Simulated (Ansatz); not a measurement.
**HfO2: geometry relaxation (part 3 of 3)**

The same run, continued: HfO2 (disordered cell, 18 atoms in the cell); DFT PBE, scalar-relativistic, plane waves, PAW, no spin polarisation (Ansatz 0.2.0); cutoff 420 eV, 2×1×2 k-mesh, Gaussian smearing of 0.1 eV. It belongs to a series of runs on one base structure; here: the last frame of the dynamics.

Geometry of the input (Å; fractional positions):
```
5.9134  0.0937  -0.0263
0.0937  6.1692  -0.0294
-0.0263  -0.0294  5.6661
Hf 0.2734  0.2386  0.8791
Hf 0.7806  0.0311  0.8271
Hf 0.6538  0.6049  0.0804
Hf 0.4380  0.0390  0.3803
Hf 0.9215  0.2135  0.3130
Hf 0.1453  0.6606  0.5802
O  0.1749  0.0326  0.1292
O  0.0365  0.9856  0.5798
O  0.6887  0.2297  0.5617
O  0.8208  0.6941  0.8092
O  0.4465  0.9734  0.7537
O  0.2204  0.3266  0.4988
O  0.8901  0.5432  0.3300
O  0.7300  0.9468  0.1859
O  0.9308  0.3113  0.9549
O  0.3904  0.7200  0.3397
O  0.3400  0.5674  0.8734
O  0.5235  0.2891  0.1171
```

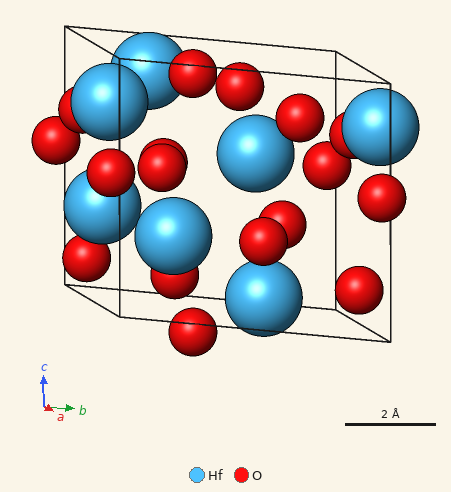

*The geometry at step 5 of the log (spheres-only view of the cell of the calculation, seen slightly off an axis).*

### The program's output, continued
```
  k-point 1: bands = ["-47.4834", "-47.4827", "-47.3244", "-47.3174", "-47.1597", "-47.1432", "-16.4347", "-16.4085", "-16.3671", "-16.3079", "-16.2786", "-16.2575", "-16.2111", "-16.1737", "-16.1449", "-16.1155", "-16.0354", "-16.0209", "-15.9788", "-15.9202", "-15.8801", "-15.8581", "-15.8176", "-15.7806", "-4.5879", "-3.9536", "-3.7283", "-3.6502", "-3.3635", "-3.2095", "-3.1087", "-2.9647", "-2.8971", "-2.8000", "-2.6197", "-2.5255", "2.5902", "2.5934", "2.5994", "2.6010", "2.6243", "2.6260", "2.6322", "2.6339", "2.6460", "2.6505", "2.6560", "2.6614", "2.6755", "2.6787", "2.7748", "2.7756", "2.7829", "2.7855", "2.8066", "2.8122", "2.8152", "2.8186", "2.8346", "2.8369", "2.8456", "2.8476", "2.8551", "2.8599", "2.9572", "2.9595", "2.9672", "2.9719", "2.9809", "2.9857", "2.9917", "2.9958", "3.0026", "3.0036", "3.0266", "3.0343", "3.0557", "3.0658", "8.0567", "8.1912", "8.5464", "8.6858", "8.7926", "9.0222", "9.1484", "9.2690", "9.3706", "9.5556", "9.7126", "9.8239", "10.0247", "10.1978", "10.2682", "10.3746", "10.6137", "10.7273", "10.7587", "11.0129", "11.0881", "11.2766", "11.3502", "11.4589", "11.6694", "11.7225", "11.8053", "12.0251", "12.1763", "12.2426", "12.4385", "12.4844", "12.6360", "12.7216", "12.8237", "12.9574", "17.5199", "17.6374", "17.8801", "18.0811", "18.3241", "18.4402", "18.8243", "18.9396", "19.1143", "19.2849", "19.4444", "19.5455", "19.6741", "19.9271", "20.0477", "20.1369", "20.3343", "20.4984", "20.6321", "20.8640", "20.9920", "21.2310", "21.4732"]
--- Relaxed structure (7 steps of the walk, 7 accepted, 2 SCFs on fresh bases) ---
  F+E_penalty+E_count = -101167.34652747 eV   max|allowed force component| = 2.476e-2 eV/Å   (the final SCF, on the basis selected at the relaxed cell)
  cell:  # Å, volume = 217.5858 Å³
    - [5.987278077780389, 0.004711934138967524, -0.0029361141507285235]
    - [-0.0007967143165799152, 6.234776413448917, -0.4059933141001617]
    - [0.0025021947361695968, -0.37473058025488987, 5.8532134290143]
  atoms:
    - { symbol: Hf, position: [0.2629601575295596, 0.25923501900164675, 0.8857705956682844] }
    - { symbol: Hf, position: [0.7630030552963837, 0.008347974364834934, 0.8025703559014619] }
    - { symbol: Hf, position: [0.6782802047894195, 0.5960600386469307, 0.0906237676064387] }
    - { symbol: Hf, position: [0.4218917272035375, 0.05347886965943138, 0.36307022208596956] }
    - { symbol: Hf, position: [0.921798372330663, 0.21400926574551013, 0.3251950602922554] }
    - { symbol: Hf, position: [0.17828890541175843, 0.6713557741708984, 0.5972576404574504] }
    - { symbol: O, position: [0.17375396211774508, 0.04681275991411686, 0.1295175448438551] }
    - { symbol: O, position: [0.013164249159196232, 0.9647994796989382, 0.5562653655981737] }
    - { symbol: O, position: [0.6736860894274516, 0.2206916286810501, 0.5586821081445912] }
    - { symbol: O, position: [0.8654906136361072, 0.6937856106862136, 0.8205106715892532] }
    - { symbol: O, position: [0.4183927773559258, 0.9815075114979691, 0.7292722229886863] }
    - { symbol: O, position: [0.20359710342309117, 0.32375029136366096, 0.5317342267483562] }
    - { symbol: O, position: [0.9152169460586177, 0.5481740310825998, 0.3352360179487782] }
    - { symbol: O, position: [0.7037063557861681, 0.9436460331085816, 0.1565077480975824] }
    - { symbol: O, position: [0.9181966123175169, 0.28613870851967177, 0.959009677539909] }
    - { symbol: O, position: [0.41528229156927665, 0.7192725964924054, 0.3528725331769663] }
    - { symbol: O, position: [0.36547483454461205, 0.5736763739887999, 0.8675414142535198] }
    - { symbol: O, position: [0.5131015518429692, 0.3026782177767423, 0.13194358475846682] }
```

### Trajectory as extended XYZ (Å, eV, eV/Å), 9 frames, from step=1 to step=9
```
18
Lattice="5.9134 0.0937 -0.0263 0.0937 6.1692 -0.0294 -0.0263 -0.0294 5.6661" Properties=species:S:1:pos:R:3:forces:R:3 step=1 energy=-101165.61984 pressure_GPa=12.16
Hf    1.6157    1.4718    4.9669   -0.3937   1.1517  -0.8572
Hf    4.5971    0.2404    4.6647    0.2161  -0.0815  -0.3624
Hf    3.9204    3.7905    0.4206   -1.4371  -0.2770   0.8694
Hf    2.5839    0.2703    2.1423   -0.8307   1.6502  -0.4900
Hf    5.4610    1.3940    1.7427    1.5974   0.4585   0.7211
Hf    0.9056    4.0721    3.2642    0.0916  -1.3955   0.1593
O     1.0341    0.2136    0.7268    0.3534  -0.1544   0.6381
O     0.2930    6.0667    3.2554    0.2055  -0.7288   0.2967
O     4.0794    1.4652    3.1575   -1.3037   0.0537  -0.0380
O     4.8974    4.3352    4.5430    1.2346   0.9436  -1.1001
O     2.7119    6.0249    4.2301    0.2332  -0.4082  -0.6655
O     1.3209    2.0209    2.8111    0.1637  -0.3792   0.5083
O     5.3059    3.4249    1.8307    0.3361   1.0364   0.4470
O     4.4003    5.9041    1.0065   -0.4557  -0.9951  -0.0318
O     5.5082    1.9795    5.3771    0.0019  -0.3219  -0.2462
O     2.3670    4.4686    1.8936    0.2735  -0.5021   0.8576
O     2.0409    3.5065    4.9230   -0.9269   0.3399  -1.2883
O     3.1199    1.8291    0.6411    0.6409  -0.3902   0.5819
18
Lattice="6.0257 0.0627 -0.0207 0.0597 6.3339 -0.2045 -0.0185 -0.1907 5.7201" Properties=species:S:1:pos:R:3:forces:R:3 step=2 energy=-101166.78030 pressure_GPa=-0.11
Hf    1.6481    1.3888    4.9702   -0.1246   0.2618  -0.2346
Hf    4.6804    0.0851    4.6719   -0.1130  -0.7104   0.0080
Hf    3.9416    3.8466    0.3229   -0.1208   0.1824   0.4958
Hf    2.6042    0.2610    2.1147   -0.0356   0.0114  -0.1562
Hf    5.6027    1.3569    1.7843    0.1089   0.0291  -0.0773
Hf    0.9004    4.0274    3.1776    0.0667   0.4673   0.0390
O     1.0800    0.2515    0.7124    0.2167  -0.0354   0.5646
O     0.2671    6.0631    3.1043   -0.2095   0.0913   0.1193
O     4.1265    1.3570    3.1641   -0.0852   0.2545  -0.4214
O     5.0051    4.3329    4.4954    0.5421   0.0530  -0.2228
O     2.7401    6.0896    4.0257   -0.1459   0.2624  -0.1041
O     1.3492    1.9585    2.8408   -0.4384  -0.2792  -0.1355
O     5.3692    3.4473    1.7557    0.5736   0.0360   0.5550
O     4.4219    6.0052    0.8254   -0.4182  -0.3530   0.0164
O     5.6249    1.7940    5.4215    0.0978  -0.3663  -0.2261
O     2.4183    4.5428    1.8732    0.0826  -0.3683  -0.1734
O     2.0310    3.4477    4.8050    0.0931  -0.0328   0.1448
O     3.1955    1.8327    0.6100   -0.0908   0.4971  -0.1921
18
Lattice="5.9682 0.0105 -0.0170 0.0044 6.2859 -0.3622 -0.0117 -0.3346 5.8333" Properties=species:S:1:pos:R:3:forces:R:3 step=3 energy=-101167.12542 pressure_GPa=-0.29
Hf    1.5560    1.3055    5.0440    0.1860   0.2467   0.1284
Hf    4.5429   -0.1776    4.6915    0.1688  -0.2342  -0.0872
Hf    4.0107    3.7563    0.3082    0.0042  -0.4025  -0.0180
Hf    2.5642    0.1943    2.1000   -0.2639   0.1754  -0.1298
Hf    5.5463    1.2702    1.7983   -0.3005  -0.1868   0.1119
Hf    1.0194    3.9923    3.2176    0.0070   0.3672   0.0253
O     1.0680    0.2407    0.7556   -0.1591   0.0261  -0.1833
O     0.0665    5.8767    2.9481    0.1119   0.1213  -0.1292
O     4.0478    1.2244    3.1463   -0.1235  -0.0552   0.1703
O     5.1156    4.0933    4.5340   -0.0817   0.1856  -0.0164
O     2.5106    5.9242    3.8562    0.0884   0.1024   0.2420
O     1.2240    1.8508    2.9602    0.1545  -0.0845   0.0313
O     5.4539    3.3545    1.7534   -0.0934  -0.0104  -0.1116
O     4.2050    5.8816    0.5758    0.1883   0.1772   0.0169
O     5.4850    1.4945    5.5124    0.0859  -0.0645  -0.2333
O     2.4599    4.3958    1.7863    0.0208   0.0232   0.0308
O     2.1215    3.3194    4.8330    0.0034  -0.1688   0.0507
O     3.0656    1.8731    0.6028    0.0034  -0.2181   0.1013
18
Lattice="6.0127 0.0117 -0.0076 0.0072 6.2290 -0.3733 -0.0028 -0.3449 5.8091" Properties=species:S:1:pos:R:3:forces:R:3 step=4 energy=-101167.19284 pressure_GPa=-0.09
Hf    1.5721    1.3020    5.0300   -0.0948  -0.1191  -0.0467
Hf    4.5815   -0.2067    4.6715   -0.0716   0.1172   0.0638
Hf    4.0767    3.6767    0.2935    0.0159   0.0447   0.1356
Hf    2.5584    0.2119    2.0660   -0.0015  -0.0877   0.0931
Hf    5.5641    1.2338    1.8230   -0.0134   0.0949  -0.1072
Hf    1.0756    3.9901    3.2144   -0.0108  -0.0363  -0.1250
O     1.0410    0.2437    0.7330    0.0266  -0.0732  -0.0072
O     0.0959    5.8521    2.9099    0.0410  -0.1069  -0.0137
O     4.0511    1.1910    3.1554   -0.0069   0.0893   0.0343
O     5.1693    4.0479    4.4908    0.0505  -0.0305   0.0097
O     2.5293    5.8555    3.8571   -0.0077   0.0019  -0.0002
O     1.2509    1.8425    2.9406    0.0022   0.0611   0.0446
O     5.4903    3.3197    1.7492    0.0166   0.0006  -0.0003
O     4.2646    5.8254    0.5781   -0.0142  -0.0809  -0.0587
O     5.5198    1.4790    5.4713    0.0053  -0.0210  -0.0134
O     2.4907    4.3548    1.7655   -0.0196  -0.0040   0.0127
O     2.1681    3.2765    4.8287    0.0091   0.0418  -0.0200
O     3.0868    1.8141    0.6185    0.0730   0.1080  -0.0014
18
Lattice="5.9856 0.0138 -0.0082 0.0089 6.2375 -0.3666 -0.0032 -0.3386 5.8305" Properties=species:S:1:pos:R:3:forces:R:3 step=5 energy=-101167.19971 pressure_GPa=-0.01
Hf    1.5789    1.3100    5.0650    0.0144   0.0540  -0.0457
Hf    4.5720   -0.1960    4.6768    0.0047  -0.0523   0.0231
Hf    4.0481    3.7071    0.3108   -0.0199  -0.0361  -0.0589
Hf    2.5369    0.2154    2.1004   -0.0247   0.0173   0.0060
Hf    5.5259    1.2379    1.8062   -0.0115  -0.0360   0.0050
Hf    1.0540    3.9760    3.2183   -0.0066   0.0428   0.0585
O     1.0493    0.2426    0.7397   -0.0161   0.0110   0.0001
O     0.0891    5.8330    2.8896   -0.0162   0.0005   0.0230
O     4.0394    1.2082    3.1697   -0.0036  -0.0113  -0.0059
O     5.1619    4.0631    4.5232   -0.0044   0.0124  -0.0071
O     2.5226    5.8796    3.8872    0.0277   0.0149   0.0211
O     1.2292    1.8370    2.9676   -0.0200   0.0038  -0.0043
O     5.4715    3.3226    1.7445    0.0413  -0.0001   0.0310
O     4.2310    5.8426    0.5747   -0.0082   0.0046   0.0113
O     5.5032    1.4771    5.4831    0.0213  -0.0074  -0.0252
O     2.4814    4.3682    1.7920    0.0472  -0.0042  -0.0287
O     2.1653    3.2881    4.8430   -0.0002  -0.0152   0.0010
O     3.0814    1.8453    0.6530   -0.0251   0.0012  -0.0045
18
Lattice="5.9880 0.0145 -0.0066 0.0095 6.2378 -0.3693 -0.0017 -0.3411 5.8248" Properties=species:S:1:pos:R:3:forces:R:3 step=6 energy=-101167.20151 pressure_GPa=0.00
Hf    1.5780    1.3111    5.0557   -0.0019   0.0036  -0.0034
Hf    4.5725   -0.2009    4.6762   -0.0037  -0.0012   0.0071
Hf    4.0523    3.7013    0.3062    0.0024  -0.0045   0.0122
Hf    2.5370    0.2146    2.0953   -0.0001  -0.0027   0.0067
Hf    5.5283    1.2377    1.8087   -0.0001   0.0062  -0.0052
Hf    1.0592    3.9808    3.2177    0.0018   0.0022  -0.0105
O     1.0459    0.2435    0.7377   -0.0003  -0.0028  -0.0012
O     0.0921    5.8357    2.8891   -0.0011  -0.0033  -0.0041
O     4.0386    1.2046    3.1674   -0.0021   0.0034   0.0042
O     5.1680    4.0607    4.5158    0.0038   0.0021  -0.0001
O     2.5248    5.8778    3.8821   -0.0012   0.0019   0.0034
O     1.2290    1.8388    2.9648    0.0039  -0.0005   0.0029
O     5.4795    3.3227    1.7441   -0.0050   0.0003  -0.0041
O     4.2334    5.8411    0.5724    0.0026   0.0010  -0.0062
O     5.5047    1.4764    5.4771   -0.0011  -0.0041  -0.0049
O     2.4891    4.3674    1.7865   -0.0035  -0.0002   0.0036
O     2.1719    3.2867    4.8371    0.0018  -0.0018   0.0013
O     3.0793    1.8435    0.6501    0.0041   0.0003  -0.0017
18
Lattice="5.9880 0.0145 -0.0066 0.0095 6.2378 -0.3693 -0.0017 -0.3411 5.8248" Properties=species:S:1:pos:R:3:forces:R:3 step=7 energy=-101167.33730 pressure_GPa=0.86
Hf    1.5780    1.3111    5.0557   -0.0005   0.0055  -0.0077
Hf    4.5725   -0.2009    4.6762   -0.0011  -0.0038   0.0144
Hf    4.0523    3.7013    0.3062   -0.0045  -0.0045   0.0103
Hf    2.5370    0.2146    2.0953    0.0034  -0.0003   0.0096
Hf    5.5283    1.2377    1.8087    0.0017   0.0041  -0.0081
Hf    1.0592    3.9808    3.2177   -0.0029   0.0016  -0.0114
O     1.0459    0.2435    0.7377   -0.0027  -0.0115   0.0037
O     0.0921    5.8357    2.8891   -0.0022  -0.0001  -0.0054
O     4.0386    1.2046    3.1674   -0.0067   0.0125  -0.0028
O     5.1680    4.0607    4.5158    0.0091  -0.0014  -0.0045
O     2.5248    5.8778    3.8821   -0.0052   0.0011   0.0027
O     1.2290    1.8388    2.9648    0.0044  -0.0026   0.0029
O     5.4795    3.3227    1.7441   -0.0009   0.0008  -0.0003
O     4.2334    5.8411    0.5724    0.0022   0.0014  -0.0057
O     5.5047    1.4764    5.4771   -0.0053  -0.0009  -0.0064
O     2.4891    4.3674    1.7865   -0.0011  -0.0005   0.0000
O     2.1719    3.2867    4.8371    0.0083   0.0005   0.0070
O     3.0793    1.8435    0.6501    0.0040  -0.0021   0.0017
18
Lattice="5.9873 0.0047 -0.0029 -0.0008 6.2348 -0.4060 0.0025 -0.3747 5.8532" Properties=species:S:1:pos:R:3:forces:R:3 step=8 energy=-101167.34353 pressure_GPa=-0.05
Hf    1.5764    1.2856    5.0786   -0.0180  -0.0108  -0.0022
Hf    4.5703   -0.2451    4.6920   -0.0154   0.0138  -0.0004
Hf    4.0608    3.6855    0.2865   -0.0120  -0.0172   0.0228
Hf    2.5268    0.1994    2.1022    0.0119   0.0005   0.0107
Hf    5.5197    1.2168    1.8138    0.0109  -0.0022  -0.0095
Hf    1.0684    3.9628    3.2228   -0.0089   0.0152  -0.0216
O     1.0406    0.2442    0.7386   -0.0122   0.0072   0.0090
O     0.0794    5.8069    2.8642    0.0040  -0.0002  -0.0130
O     4.0348    1.1698    3.1785   -0.0143  -0.0046  -0.0077
O     5.1834    4.0222    4.5184    0.0163  -0.0207  -0.0021
O     2.5061    5.8482    3.8689   -0.0043  -0.0036  -0.0238
O     1.2201    1.8202    2.9803    0.0100  -0.0127  -0.0008
O     5.4801    3.2964    1.7370    0.0024   0.0251  -0.0029
O     4.2129    5.8281    0.5309    0.0107   0.0109   0.0009
O     5.4997    1.4290    5.4944   -0.0037  -0.0004   0.0210
O     2.4867    4.3542    1.7722    0.0013  -0.0221   0.0049
O     2.1899    3.2534    4.8439    0.0149   0.0217   0.0005
O     3.0722    1.8401    0.6479    0.0059   0.0000   0.0141
18
Lattice="5.9873 0.0047 -0.0029 -0.0008 6.2348 -0.4060 0.0025 -0.3747 5.8532" Properties=species:S:1:pos:R:3:forces:R:3 step=9 energy=-101167.34653 pressure_GPa=-0.04
Hf    1.5764    1.2856    5.0786   -0.0184  -0.0102  -0.0028
Hf    4.5703   -0.2451    4.6920   -0.0158   0.0133   0.0001
Hf    4.0608    3.6855    0.2865   -0.0118  -0.0172   0.0225
Hf    2.5268    0.1994    2.1022    0.0123   0.0007   0.0110
Hf    5.5197    1.2168    1.8138    0.0114  -0.0025  -0.0093
Hf    1.0684    3.9628    3.2228   -0.0087   0.0152  -0.0212
O     1.0406    0.2442    0.7386   -0.0125   0.0070   0.0092
O     0.0794    5.8069    2.8642    0.0039   0.0002  -0.0134
O     4.0348    1.1698    3.1785   -0.0143  -0.0047  -0.0080
O     5.1834    4.0222    4.5184    0.0165  -0.0205  -0.0026
O     2.5061    5.8482    3.8689   -0.0044  -0.0038  -0.0243
O     1.2201    1.8202    2.9803    0.0099  -0.0124  -0.0003
O     5.4801    3.2964    1.7370    0.0025   0.0248  -0.0028
O     4.2129    5.8281    0.5309    0.0106   0.0108   0.0002
O     5.4997    1.4290    5.4944   -0.0041  -0.0002   0.0214
O     2.4867    4.3542    1.7722    0.0015  -0.0220   0.0050
O     2.1899    3.2534    4.8439    0.0153   0.0213   0.0011
O     3.0722    1.8401    0.6479    0.0061   0.0001   0.0141
```

### Key numbers

```tsv
quantity	value
outcome	converged
electrons treated	228
free energy	−101167.3465 eV
Fermi energy	15.238 eV
gap on the k-point mesh	4.56 eV
pressure	−0.04 GPa
final volume	217.59 Å³
largest force (length of the vector) at the end	0.031 eV/Å
hardware	2 threads of Intel Xeon @ 2.70GHz, 189 GiB of memory available, shared host
wall time	57 s (CPU time 1.7 min)
peak memory	0.62 GiB
```

### Remarks

The k-point mesh is coarse (a preliminary or cheap run), so energies and forces are approximate. So coarse a mesh can miss the band edges, so the true gap of this method can be much smaller, or zero. Spin–orbit coupling is left out, which matters for Hf.
